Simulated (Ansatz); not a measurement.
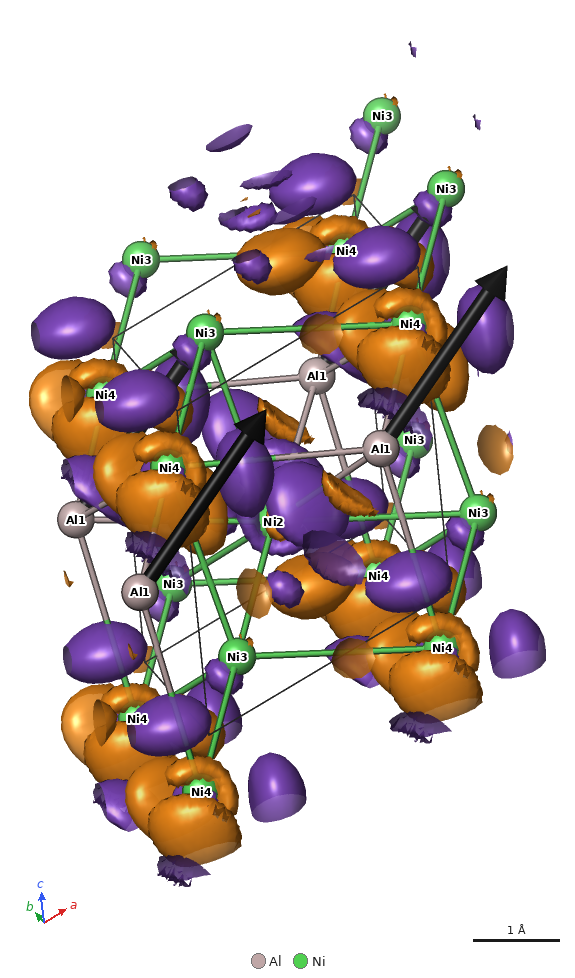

Figure. AlNi₃. Al1 was moved by 0.15 Å along [1 −1 1] in the axes of the cell drawn (arrow, not to scale). Change of the density less the rigid motion of the neutral atom's own density: orange surfaces at +0.008 and purple ones at −0.008 e/Å³, in the cell of the calculation (origin moved) seen slightly off an axis.

Space group Fm-3m; computed without spin polarisation. The cell comes from a database of computed structures, not from a measurement.

Computed with DFT PBEsol, scalar-relativistic, plane waves, PAW (Ansatz 0.2.0).

Core electrons are frozen (PAW), so the fields are smoothed inside the atomic spheres.

Input file:

```
crystal:
  lattice:
    - [0.0, 2.8018887551, 2.8018887551]
    - [2.8018887551, 0.0, 2.8018887551]
    - [2.8018887551, 2.8018887551, 0.0]
  atoms:
    - { symbol: Al, position: [0.526767658, 0.473232342, 0.526767658] }
    - { symbol: Ni, position: [0.25, 0.25, 0.25] }
    - { symbol: Ni, position: [0.0, 0.0, 0.0] }
    - { symbol: Ni, position: [0.75, 0.75, 0.75] }
basis:
  ecutwfc: 500
  fft_grid_basis: typed
kpoints:
  mp_grid: { grid: [10, 10, 10] }
hamiltonian:
  xc: pbesol
scf:
  occupations: { method: gaussian, width: 0.05 }
output:
  forces: true
  stress: true
  eigenvalues: true
  bader: true
  write_density: true
  volumetric_format: npy
```

Command:

```sh
ansatz run input.yaml --threads 1 --pin off --max-ram 2560MiB --backend cpu --events-out ev --progress --plain --runs-dir out
```

The picture shows the cell of the calculation (origin moved) (a = 3.96 Å, b = 3.96 Å, c = 3.96 Å, α = 60.00°, β = 60.00°, γ = 60.00°).

**Describe the electronic response.**

About 0.08 e is rearranged in the cell. Outside the cores the largest gain lies at the edge of the masked core of Ni, and the largest loss, 0.015 e/Å³, lies 1.0 Å from a nickel nucleus and 1.6 Å from an aluminium one.

**What restoring force does the calculation give for this move?**

The force on it changes by 1.37 eV/Å along the move, against it: a stiffness of about 9.1 eV/Å² for this sublattice shift.

Run times: 54 s (moved atom) and 37 s (base cell), on 1 thread of Arm Neoverse V1, on a shared host.
